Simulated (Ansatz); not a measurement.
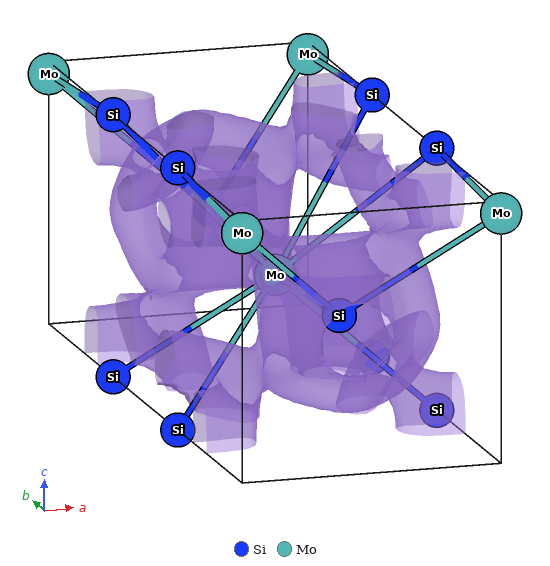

*Si2Mo. Isosurface of the electron localisation function at 0.6 (purple), seen slightly off an axis. Only the valence region is drawn (cores and ρ < 0.01 e/Å³ removed). Sticks mark near contacts.*

Space group Imm2; changed on purpose from its base cell (one atom moved); not relaxed (largest force 1.4 eV/Å); computed without spin polarisation.

All numbers below come from Ansatz, DFT PBEsol, scalar-relativistic, plane waves, PAW.

Q: What do the ELF domains correspond to?

A: At this value the surface marks out sheets that run through the cell in two directions, counted in one cell of 6 atoms. Any copies at cell faces, edges or corners count once. Profiles from the grid: Si–Mo (2.53 Å): the ELF peaks at about 0.75 in the valence shell of Si, 0.9 Å from its nucleus, and is about 0.45 at the midpoint. Si–Mo (2.62 Å): the ELF peaks at about 0.80 in the valence shell of Si, 0.9 Å from its nucleus, and is about 0.40 at the midpoint.

Q: Does the calculation give a band gap?

A: It is gapless in this calculation (a metal or semimetal).
